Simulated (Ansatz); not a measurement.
# C10O: geometry relaxation (part 1 of 2)

The run: geometry relaxation of C10O (slab, 11 atoms in the cell). Method and program: DFT PBE+D3(BJ), scalar-relativistic, plane waves, PAW, no spin polarisation (Ansatz 0.2.0).

The structure derives from a Materials Project entry. The input holds or restrains some coordinates. Forces given for the steps count only the free coordinates. It belongs to a series of runs on one base structure; here: O over the place (0/4, 2/4) of the surface cell, its height relaxed.

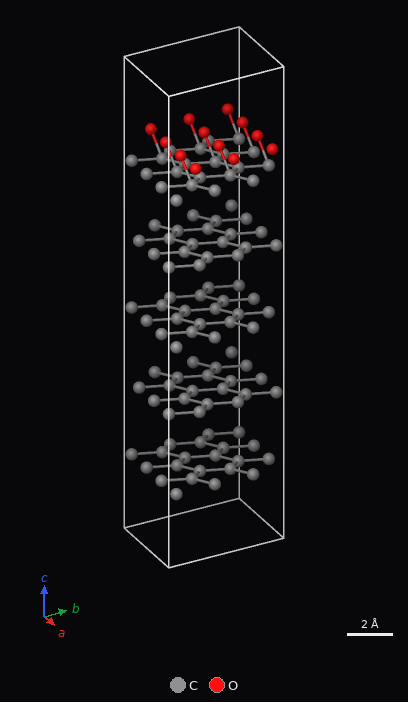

*The starting structure (ball-and-stick view of the 3 × 3 repeat of the cell, with the vacuum cut short, seen slightly off an axis). An atom can appear more than once, as a periodic image.*

Near neighbours in the periodic cell (some may lie outside the picture): C has 3 C at 1.42 Å; C has 3 C at 1.42 Å and 1 O at 1.43 Å; O has 1 C at 1.43 Å.

Key numbers

| quantity | value |
| --- | --- |
| outcome | converged under the restraints of the input |
| electrons treated | 46 |
| free energy | −3072.8013 eV |
| work function, top face | 6.97 eV |
| work function, bottom face | 4.26 eV |
| Fermi energy | 1.511 eV |
| gap on the k-point mesh | none (metallic) |
| final volume | 171.52 Å³ |
| work function (upper face) | 6.97 eV |
| largest force (length of the vector) at the end, held atoms and coordinates included | 1.759 eV/Å |
| hardware | 2 threads of AMD EPYC (Zen 5), 32 GiB of memory available, shared host |
| wall time | 40 s (CPU time 79 s) |
| peak memory | 0.71 GiB |

Warnings of the run: the exchange-correlation potential is rough where the density is thin.

The input
```yaml
crystal:
  lattice:
    - [2.4655379958, 0.0, 0.0]
    - [-1.2327689979, 2.1341461202, 0.0]
    - [0.0, 0.0, 32.5979677131]
  atoms:
    - { symbol: C, position: [0.0833101794, 0.1666203587, 0.2607524516] }
    - { symbol: C, position: [0.4166898207, 0.8333796413, 0.2607524516] }
    - { symbol: C, position: [0.5833101794, 0.1666203587, 0.3650391123] }
    - { symbol: C, position: [0.9166898206, 0.8333796413, 0.3650391123] }
    - { symbol: C, position: [0.0833101794, 0.1666203587, 0.469323241] }
    - { symbol: C, position: [0.4166898207, 0.8333796413, 0.469323241] }
    - { symbol: C, position: [0.5833101794, 0.1666203587, 0.5736099016] }
    - { symbol: C, position: [0.9166898206, 0.8333796413, 0.5736099016] }
    - { symbol: C, position: [0.0833101794, 0.1666203587, 0.6778940303] }
    - { symbol: C, position: [0.4166898207, 0.8333796413, 0.6778940303] }
    - { symbol: O, position: [0.0833101793, 0.6666203587, 0.7159332115] }
basis:
  ecutwfc: 420
kpoints:
  mp_grid: { grid: [12, 12, 1] }
hamiltonian:
  xc: pbe
  dispersion: d3bj
scf:
  occupations: { method: gaussian, width: 0.1 }
output:
  forces: true
  eigenvalues: true
  write_density: true
  write_potential: true
  elf: true
  volumetric_format: npy
relax:
  adjacent_minimum: "off"
  f_tol: 0.02
  max_steps: 25
  constraints: [{ sites: [0, 1, 2, 3, 4, 5, 6, 7, 8, 9] }, { site: 10, fix: xy }]
efield:
  axis: 3
  dipole_correction: true
  ramp_width: 0.04
```

Run as:
```bash
ansatz run input.yaml --threads 2 --pin off --max-ram 5120MiB --backend cpu --events-out ev --progress --plain --runs-dir out
```

The program's output
```
Engine: ansatz 0.2.0, x86_64-unknown-linux-gnu
Pseudopotentials: kind: paw
Pseudopotential: C, paw, valence charge 4, recommended cutoff 420 eV (normal), C.paw.azcp
Pseudopotential: O, paw, valence charge 6, recommended cutoff 420 eV (normal), O.paw.azcp
Functional definition: PBE
  parameter kappa = 0.804
  parameter beta = 0.06672455060314922
  exchange = pbe_x(kappa = kappa, mu = beta*pi^2/3)
  correlation = pbe_c(beta = beta)
Crystal: 11 atoms, lattice volume = 171.525 Å³
Basis set: ecut = 420 eV, 3239 PW (Γ), exchange–correlation on 36×36×450 points (8 copies of the dense FFT grid, shifted against one another)
Bands: 34, of which v1, the nominal top of the filled ones, is band 23 counted from 1 (22 counted from 0)
Symmetry: 1 space group operations
Space group: P1 (ITA 1), of the structure as read, at distance tolerance 5.6e-5 Å
k-points: 74 of 144 (time reversal used)
Non-local potential: C, projectors of the file, l = 0: 2, l = 1: 2, l = 2: 1
Non-local potential: O, projectors of the file, l = 0: 2, l = 1: 2, l = 2: 1
PAW form: soft (Blöchl's): semilocal exchange-correlation on the pseudo side does not see the compensation charge
PAW one-centre angular grid: C, 110 points (default); XC on 64 Gauss nodes
PAW one-centre angular grid: O, 110 points (default); XC on 64 Gauss nodes
Initial density: superposition of atomic densities (neutral atoms: chi_scale 0, normalization atom), corrected by the library's trained network
Initial wavefunctions: pseudopotential atomic-orbital guess
Functional: x = pbe(κ = 0.804, μ = 0.2195149727645171), c = pbe(β = 0.06672455060314922)
SCF iter   1: F=—  HF=-3072.604799 eV  |F-HF|=—  |Δ(HF+E_count)|=         —  Δρ=1.19e-2  dr2=1.05e0  ethr=1.77e-3  p=-0.160 e·Å  D=-1.68e-1 V/Å  ΔV_dip=5.49 eV  dr2_dipole=7.01e-1  V_vac-E_F(+/−)=9.21/3.72 eV  ⟨swp⟩=11.0  Hψ=17042  notcnv=0  defer=84
efield: sawtooth ramp at fractional position 0.9683 (placed from the atoms, in the widest stretch of the axis that holds none; the zero of the levels goes with the place), width 0.0400; the density the first Hamiltonian is built on has a dipole p = -0.160 e·Å; the dipole correction subtracts the counter field D = -1.68e-1 V/Å, which shifts the + side's vacuum level by +5.49 eV against the − side's; the planar-averaged density in the ramp window peaks in size at 3.1e-5 e/Å³
preconditioner: auto → LDOS  [insulator: Δε(μ)=0.117 eV  Ē_g=15.529 eV  σ=0.100 eV  W_gap=0.56  n_scr=22 (ndim 8)  ℏωp=19.2 eV  f_vac=0.451  D(μ)=0.43/eV (n_scr^D=6)  ε∞_Penn≈2.5  β→1.0]
SCF iter   2: F=—  HF=-3079.267419 eV  |F-HF|=—  |Δ(HF+E_count)|=    6.66e0  Δρ=8.92e-2  dr2=5.47e2  ethr=1.77e-3  p=0.194 e·Å  D=2.04e-1 V/Å  ΔV_dip=-6.66 eV  dr2_dipole=4.44e2  V_vac-E_F(+/−)=2.09/8.75 eV  ⟨swp⟩=8.0  Hψ=8233  notcnv=0  defer=364  recentre
SCF iter   3: F=—  HF=-3072.577010 eV  |F-HF|=—  |Δ(HF+E_count)|=    6.69e0  Δρ=1.05e-2  dr2=8.45e-1  ethr=1.77e-3  p=-0.152 e·Å  D=-1.60e-1 V/Å  ΔV_dip=5.22 eV  dr2_dipole=6.06e-1  V_vac-E_F(+/−)=9.01/3.78 eV  ⟨swp⟩=4.0  Hψ=5081  notcnv=0  defer=267
SCF iter   4: F=—  HF=-3072.548283 eV  |F-HF|=—  |Δ(HF+E_count)|=   2.87e-2  Δρ=9.44e-3  dr2=4.95e-1  ethr=1.77e-3  p=-0.139 e·Å  D=-1.46e-1 V/Å  ΔV_dip=4.76 eV  dr2_dipole=3.62e-1  V_vac-E_F(+/−)=8.76/3.99 eV  ⟨swp⟩=1.2  Hψ=3135  notcnv=0  defer=278
SCF iter   5: F=—  HF=-3072.512258 eV  |F-HF|=—  |Δ(HF+E_count)|=   3.60e-2  Δρ=7.22e-3  dr2=1.04e-1  ethr=1.08e-3  p=-0.101 e·Å  D=-1.07e-1 V/Å  ΔV_dip=3.48 eV  dr2_dipole=2.86e-5  V_vac-E_F(+/−)=8.07/4.59 eV  ⟨swp⟩=1.9  Hψ=2863  notcnv=0  defer=342
SCF iter   6: F=—  HF=-3072.516331 eV  |F-HF|=—  |Δ(HF+E_count)|=   4.07e-3  Δρ=4.80e-3  dr2=2.18e-1  ethr=2.27e-4  p=-0.067 e·Å  D=-7.09e-2 V/Å  ΔV_dip=2.31 eV  dr2_dipole=1.45e-1  V_vac-E_F(+/−)=7.24/4.92 eV  ⟨swp⟩=2.7  Hψ=3340  notcnv=0  defer=339  recentre
SCF iter   7: F=—  HF=-3072.500760 eV  |F-HF|=—  |Δ(HF+E_count)|=   1.56e-2  Δρ=5.66e-3  dr2=1.02e-1  ethr=2.27e-4  p=-0.087 e·Å  D=-9.15e-2 V/Å  ΔV_dip=2.98 eV  dr2_dipole=5.55e-2  V_vac-E_F(+/−)=7.48/4.50 eV  ⟨swp⟩=2.0  Hψ=2981  notcnv=0  defer=339
SCF iter   8: F=—  HF=-3072.558856 eV  |F-HF|=—  |Δ(HF+E_count)|=   5.81e-2  Δρ=4.01e-3  dr2=8.16e-1  ethr=2.22e-4  p=-0.027 e·Å  D=-2.86e-2 V/Å  ΔV_dip=0.93 eV  dr2_dipole=6.53e-1  V_vac-E_F(+/−)=6.39/5.46 eV  ⟨swp⟩=3.4  Hψ=4991  notcnv=0  defer=349  recentre
SCF iter   9: F=—  HF=-3072.524166 eV  |F-HF|=—  |Δ(HF+E_count)|=   3.47e-2  Δρ=2.23e-3  dr2=2.56e-1  ethr=2.22e-4  p=-0.049 e·Å  D=-5.16e-2 V/Å  ΔV_dip=1.68 eV  dr2_dipole=1.96e-1  V_vac-E_F(+/−)=6.71/5.03 eV  ⟨swp⟩=2.2  Hψ=3363  notcnv=0  defer=320
SCF iter  10: F=—  HF=-3072.497991 eV  |F-HF|=—  |Δ(HF+E_count)|=   2.62e-2  Δρ=1.50e-3  dr2=6.04e-2  ethr=2.22e-4  p=-0.070 e·Å  D=-7.35e-2 V/Å  ΔV_dip=2.39 eV  dr2_dipole=4.55e-2  V_vac-E_F(+/−)=6.81/4.42 eV  ⟨swp⟩=2.4  Hψ=2667  notcnv=0  defer=327
SCF iter  11: F=—  HF=-3072.498868 eV  |F-HF|=—  |Δ(HF+E_count)|=   8.77e-4  Δρ=3.02e-3  dr2=8.25e-2  ethr=1.31e-4  p=-0.084 e·Å  D=-8.81e-2 V/Å  ΔV_dip=2.87 eV  dr2_dipole=6.63e-2  V_vac-E_F(+/−)=6.91/4.04 eV  ⟨swp⟩=1.7  Hψ=3162  notcnv=0  defer=339
SCF iter  12: F=—  HF=-3072.494608 eV  |F-HF|=—  |Δ(HF+E_count)|=   4.26e-3  Δρ=1.32e-3  dr2=1.17e-2  ethr=1.31e-4  p=-0.079 e·Å  D=-8.29e-2 V/Å  ΔV_dip=2.70 eV  dr2_dipole=9.20e-3  V_vac-E_F(+/−)=6.88/4.18 eV  ⟨swp⟩=1.2  Hψ=2215  notcnv=0  defer=335
SCF iter  13: F=—  HF=-3072.493998 eV  |F-HF|=—  |Δ(HF+E_count)|=   6.10e-4  Δρ=3.35e-4  dr2=7.21e-4  ethr=2.55e-5  p=-0.075 e·Å  D=-7.89e-2 V/Å  ΔV_dip=2.57 eV  dr2_dipole=4.02e-4  V_vac-E_F(+/−)=6.85/4.28 eV  ⟨swp⟩=1.4  Hψ=2955  notcnv=0  defer=322
SCF iter  14: F=—  HF=-3072.493863 eV  |F-HF|=—  |Δ(HF+E_count)|=   1.34e-4  Δρ=2.13e-4  dr2=9.11e-4  ethr=1.57e-6  p=-0.075 e·Å  D=-7.90e-2 V/Å  ΔV_dip=2.58 eV  dr2_dipole=7.26e-4  V_vac-E_F(+/−)=6.86/4.28 eV  ⟨swp⟩=1.6  Hψ=2442  notcnv=0  defer=321
SCF iter  15: F=—  HF=-3072.493802 eV  |F-HF|=—  |Δ(HF+E_count)|=   6.11e-5  Δρ=1.16e-4  dr2=7.40e-5  ethr=1.57e-6  p=-0.076 e·Å  D=-7.98e-2 V/Å  ΔV_dip=2.60 eV  dr2_dipole=5.63e-5  V_vac-E_F(+/−)=6.87/4.26 eV  ⟨swp⟩=1.0  Hψ=2148  notcnv=0  defer=321
SCF iter  16: F=—  HF=-3072.493798 eV  |F-HF|=—  |Δ(HF+E_count)|=   4.49e-6  Δρ=7.61e-5  dr2=7.64e-5  ethr=1.61e-7  p=-0.076 e·Å  D=-8.05e-2 V/Å  ΔV_dip=2.62 eV  dr2_dipole=6.61e-5  V_vac-E_F(+/−)=6.88/4.25 eV  ⟨swp⟩=2.0  Hψ=2734  notcnv=0  defer=321
SCF iter  17: F=—  HF=-3072.493796 eV  |F-HF|=—  |Δ(HF+E_count)|=   2.30e-6  Δρ=3.97e-5  dr2=2.21e-5  ethr=1.61e-7  p=-0.076 e·Å  D=-8.04e-2 V/Å  ΔV_dip=2.62 eV  dr2_dipole=1.91e-5  V_vac-E_F(+/−)=6.87/4.26 eV  ⟨swp⟩=1.0  Hψ=2134  notcnv=0  defer=321
iter 18 did not close the SCF: its close was put off until two iterations running show no level that it waits for move by more than its bar (scf_convergence_deferred on its scf_iter line)
SCF iter  18: F=-3072.493794 eV  HF=-3072.493795 eV  |F-HF|=1.13e-6  |Δ(HF+E_count)|=   9.50e-7  Δρ=7.96e-6  dr2=7.22e-7  ethr=2.17e-8  p=-0.076 e·Å  D=-8.02e-2 V/Å  ΔV_dip=2.62 eV  dr2_dipole=4.95e-7  V_vac-E_F(+/−)=6.87/4.26 eV  ⟨swp⟩=28.1  Hψ=27912  notcnv=0
iter 19 did not close the SCF: its close was put off until two iterations running show no level that it waits for move by more than its bar (scf_convergence_deferred on its scf_iter line)
SCF iter  19: F=-3072.493795 eV  HF=-3072.493795 eV  |F-HF|=1.96e-8  |Δ(HF+E_count)|=   2.46e-8  Δρ=2.82e-6  dr2=2.38e-8  ethr=1.57e-9  p=-0.076 e·Å  D=-8.02e-2 V/Å  ΔV_dip=2.61 eV  dr2_dipole=4.58e-9  V_vac-E_F(+/−)=6.87/4.26 eV  ⟨swp⟩=12.9  Hψ=18323  notcnv=0
SCF iter  20: F=-3072.493795 eV  HF=-3072.493795 eV  |F-HF|=5.53e-10  |Δ(HF+E_count)|=   1.21e-9  Δρ=6.71e-7  dr2=8.88e-10  ethr=5.18e-11  p=-0.076 e·Å  D=-8.02e-2 V/Å  ΔV_dip=2.61 eV  dr2_dipole=1.88e-10  V_vac-E_F(+/−)=6.87/4.26 eV  ⟨swp⟩=9.6  Hψ=16470  notcnv=0
SCF 1 converged in 20 iterations: F = -3072.493795 eV  dr2 = 8.88e-10
  greatest PAW one-centre occupation: 0.893 electrons in one spin orbital (limit 2), on the O atom at site 10 (counted from 0), in its partial waves of l = 0
relax step   1: F+E_penalty+E_count = -3072.49379467 eV  Δ(F+E_penalty+E_count) = +0.000e0 eV  max|allowed force component| = 4.773e0 eV/Å  Δτ_max = 0.0000 Å  (20 SCF iters, dr2 threshold 1.00e-5 eV, accepted)
Initial density: handed on by an earlier stage of this run
Initial wavefunctions: those handed on with the density
iter 1 solved again at ethr=1.10e-4 eV; its pass at ethr=3.10e-3 eV (dr2=5.06e-2 eV) is discarded
SCF iter   1: F=—  HF=-3072.729092 eV  |F-HF|=—  |Δ(HF+E_count)|=         —  Δρ=8.59e-3  dr2=5.10e-2  ethr=1.10e-4  p=-0.076 e·Å  D=-8.02e-2 V/Å  ΔV_dip=2.61 eV  dr2_dipole=6.25e-3  V_vac-E_F(+/−)=6.84/4.22 eV  ⟨swp⟩=1.2  Hψ=8920  notcnv=0  defer=299
efield: sawtooth ramp at fractional position 0.9683 (handed on by an earlier solve), width 0.0400; the density the first Hamiltonian is built on has a dipole p = -0.076 e·Å; the dipole correction subtracts the counter field D = -8.02e-2 V/Å, which shifts the + side's vacuum level by +2.61 eV against the − side's; the planar-averaged density in the ramp window peaks in size at 1.9e-6 e/Å³
preconditioner: auto → LDOS  [metal: Δε(μ)=0.091 eV  Ē_g=15.444 eV  σ=0.100 eV  W_gap=0.43  n_scr=22 (ndim 8)  ℏωp=19.2 eV  f_vac=0.450  D(μ)=0.52/eV (n_scr^D=6)  β→1.0]
SCF iter   2: F=—  HF=-3072.727923 eV  |F-HF|=—  |Δ(HF+E_count)|=   1.17e-3  Δρ=4.73e-3  dr2=2.61e-2  ethr=1.10e-4  p=-0.087 e·Å  D=-9.17e-2 V/Å  ΔV_dip=2.99 eV  dr2_dipole=1.56e-5  V_vac-E_F(+/−)=7.25/4.26 eV  ⟨swp⟩=2.8  Hψ=4431  notcnv=0  defer=299
SCF iter   3: F=—  HF=-3072.718755 eV  |F-HF|=—  |Δ(HF+E_count)|=   9.17e-3  Δρ=8.80e-4  dr2=9.16e-4  ethr=5.67e-5  p=-0.078 e·Å  D=-8.19e-2 V/Å  ΔV_dip=2.67 eV  dr2_dipole=1.67e-5  V_vac-E_F(+/−)=6.93/4.26 eV  ⟨swp⟩=2.0  Hψ=4291  notcnv=0  defer=309
SCF iter   4: F=—  HF=-3072.718534 eV  |F-HF|=—  |Δ(HF+E_count)|=   2.21e-4  Δρ=2.13e-4  dr2=1.25e-4  ethr=1.99e-6  p=-0.078 e·Å  D=-8.19e-2 V/Å  ΔV_dip=2.67 eV  dr2_dipole=8.99e-6  V_vac-E_F(+/−)=6.93/4.26 eV  ⟨swp⟩=2.7  Hψ=4148  notcnv=0  defer=309
SCF iter   5: F=-3072.718518 eV  HF=-3072.718521 eV  |F-HF|=2.74e-6  |Δ(HF+E_count)|=   1.34e-5  Δρ=6.21e-5  dr2=5.53e-6  ethr=2.17e-7  p=-0.078 e·Å  D=-8.23e-2 V/Å  ΔV_dip=2.68 eV  dr2_dipole=2.44e-7  V_vac-E_F(+/−)=6.94/4.26 eV  ⟨swp⟩=25.6  Hψ=29186  notcnv=0
SCF 2 converged in 5 iterations: F = -3072.718518 eV  dr2 = 5.53e-6
  greatest PAW one-centre occupation: 0.895 electrons in one spin orbital (limit 2), on the O atom at site 10 (counted from 0), in its partial waves of l = 0
relax step   2: F+E_penalty+E_count = -3072.71851836 eV  Δ(F+E_penalty+E_count) = -2.247e-1 eV  max|allowed force component| = 2.252e0 eV/Å  Δτ_max = 0.0649 Å  (5 SCF iters, dr2 threshold 1.00e-4 eV, accepted)
SCF iter   1: F=—  HF=-3072.806681 eV  |F-HF|=—  |Δ(HF+E_count)|=         —  Δρ=8.68e-3  dr2=5.47e-2  ethr=1.05e-3  p=-0.078 e·Å  D=-8.23e-2 V/Å  ΔV_dip=2.68 eV  dr2_dipole=1.26e-2  V_vac-E_F(+/−)=6.90/4.21 eV  ⟨swp⟩=3.2  Hψ=6134  notcnv=0  defer=281
efield: sawtooth ramp at fractional position 0.9683 (handed on by an earlier solve), width 0.0400; the density the first Hamiltonian is built on has a dipole p = -0.078 e·Å; the dipole correction subtracts the counter field D = -8.23e-2 V/Å, which shifts the + side's vacuum level by +2.68 eV against the − side's; the planar-averaged density in the ramp window peaks in size at 1.9e-6 e/Å³
preconditioner: auto → LDOS  [metal: Δε(μ)=0.062 eV  Ē_g=15.320 eV  σ=0.100 eV  W_gap=0.33  n_scr=22 (ndim 8)  ℏωp=19.2 eV  f_vac=0.448  D(μ)=0.52/eV (n_scr^D=6)  β→1.0]
SCF iter   2: F=—  HF=-3072.805239 eV  |F-HF|=—  |Δ(HF+E_count)|=   1.44e-3  Δρ=4.11e-3  dr2=1.89e-2  ethr=1.19e-4  p=-0.086 e·Å  D=-9.05e-2 V/Å  ΔV_dip=2.95 eV  dr2_dipole=1.55e-5  V_vac-E_F(+/−)=7.21/4.26 eV  ⟨swp⟩=2.4  Hψ=5279  notcnv=0  defer=305
SCF iter   3: F=—  HF=-3072.798783 eV  |F-HF|=—  |Δ(HF+E_count)|=   6.46e-3  Δρ=9.16e-4  dr2=1.04e-3  ethr=4.12e-5  p=-0.078 e·Å  D=-8.19e-2 V/Å  ΔV_dip=2.67 eV  dr2_dipole=3.07e-5  V_vac-E_F(+/−)=6.93/4.26 eV  ⟨swp⟩=2.0  Hψ=4231  notcnv=0  defer=305
SCF iter   4: F=—  HF=-3072.798521 eV  |F-HF|=—  |Δ(HF+E_count)|=   2.63e-4  Δρ=1.69e-4  dr2=6.20e-5  ethr=2.25e-6  p=-0.078 e·Å  D=-8.25e-2 V/Å  ΔV_dip=2.69 eV  dr2_dipole=1.04e-6  V_vac-E_F(+/−)=6.95/4.26 eV  ⟨swp⟩=2.5  Hψ=4058  notcnv=0  defer=299
SCF iter   5: F=-3072.798512 eV  HF=-3072.798513 eV  |F-HF|=1.75e-6  |Δ(HF+E_count)|=   7.25e-6  Δρ=5.12e-5  dr2=4.86e-6  ethr=1.35e-7  p=-0.079 e·Å  D=-8.29e-2 V/Å  ΔV_dip=2.70 eV  dr2_dipole=9.55e-7  V_vac-E_F(+/−)=6.96/4.26 eV  ⟨swp⟩=27.4  Hψ=31077  notcnv=0
SCF 3 converged in 5 iterations: F = -3072.798512 eV  dr2 = 4.86e-6
  greatest PAW one-centre occupation: 0.896 electrons in one spin orbital (limit 2), on the O atom at site 10 (counted from 0), in its partial waves of l = 0
relax step   3: F+E_penalty+E_count = -3072.79851156 eV  Δ(F+E_penalty+E_count) = -7.999e-2 eV  max|allowed force component| = 3.670e-1 eV/Å  Δτ_max = 0.0632 Å  (5 SCF iters, dr2 threshold 1.00e-4 eV, accepted)
SCF iter   1: F=—  HF=-3072.801628 eV  |F-HF|=—  |Δ(HF+E_count)|=         —  Δρ=1.99e-3  dr2=2.95e-3  ethr=5.71e-5  p=-0.079 e·Å  D=-8.29e-2 V/Å  ΔV_dip=2.70 eV  dr2_dipole=8.22e-4  V_vac-E_F(+/−)=6.95/4.25 eV  ⟨swp⟩=2.0  Hψ=5760  notcnv=0  defer=121
efield: sawtooth ramp at fractional position 0.9683 (handed on by an earlier solve), width 0.0400; the density the first Hamiltonian is built on has a dipole p = -0.079 e·Å; the dipole correction subtracts the counter field D = -8.29e-2 V/Å, which shifts the + side's vacuum level by +2.70 eV against the − side's; the planar-averaged density in the ramp window peaks in size at 1.7e-6 e/Å³
preconditioner: auto → LDOS  [metal: Δε(μ)=0.078 eV  Ē_g=15.292 eV  σ=0.100 eV  W_gap=0.40  n_scr=22 (ndim 8)  ℏωp=19.2 eV  f_vac=0.448  D(μ)=0.55/eV (n_scr^D=6)  β→1.0]
SCF iter   2: F=—  HF=-3072.801444 eV  |F-HF|=—  |Δ(HF+E_count)|=   1.85e-4  Δρ=8.23e-4  dr2=7.12e-4  ethr=6.41e-6  p=-0.080 e·Å  D=-8.44e-2 V/Å  ΔV_dip=2.75 eV  dr2_dipole=8.08e-7  V_vac-E_F(+/−)=7.01/4.26 eV  ⟨swp⟩=2.0  Hψ=4777  notcnv=0  defer=138
SCF iter   3: F=—  HF=-3072.801245 eV  |F-HF|=—  |Δ(HF+E_count)|=   1.99e-4  Δρ=2.08e-4  dr2=5.31e-5  ethr=1.55e-6  p=-0.079 e·Å  D=-8.29e-2 V/Å  ΔV_dip=2.70 eV  dr2_dipole=1.64e-6  V_vac-E_F(+/−)=6.96/4.26 eV  ⟨swp⟩=2.1  Hψ=3837  notcnv=0  defer=138
iter 4 did not close the SCF: its close was put off until two iterations running show no level that it waits for move by more than its bar (scf_convergence_deferred on its scf_iter line)
SCF iter   4: F=-3072.801231 eV  HF=-3072.801233 eV  |F-HF|=2.23e-6  |Δ(HF+E_count)|=   1.17e-5  Δρ=3.66e-5  dr2=3.91e-6  ethr=1.83e-8  p=-0.079 e·Å  D=-8.30e-2 V/Å  ΔV_dip=2.70 eV  dr2_dipole=1.99e-7  V_vac-E_F(+/−)=6.97/4.26 eV  ⟨swp⟩=23.5  Hψ=29484  notcnv=0
iter 5 did not close the SCF: its close was put off until two iterations running show no level that it waits for move by more than its bar (scf_convergence_deferred on its scf_iter line)
SCF iter   5: F=-3072.801234 eV  HF=-3072.801233 eV  |F-HF|=2.60e-7  |Δ(HF+E_count)|=   1.58e-7  Δρ=1.05e-5  dr2=2.44e-7  ethr=8.51e-9  p=-0.079 e·Å  D=-8.31e-2 V/Å  ΔV_dip=2.71 eV  dr2_dipole=2.92e-8  V_vac-E_F(+/−)=6.97/4.26 eV  ⟨swp⟩=14.8  Hψ=21536  notcnv=0
SCF iter   6: F=-3072.801234 eV  HF=-3072.801234 eV  |F-HF|=2.30e-7  |Δ(HF+E_count)|=   2.30e-7  Δρ=3.57e-6  dr2=1.89e-8  ethr=5.30e-10  p=-0.079 e·Å  D=-8.31e-2 V/Å  ΔV_dip=2.71 eV  dr2_dipole=1.92e-11  V_vac-E_F(+/−)=6.97/4.26 eV  ⟨swp⟩=11.9  Hψ=19420  notcnv=0
SCF 4 converged in 6 iterations: F = -3072.801234 eV  dr2 = 1.89e-8
```
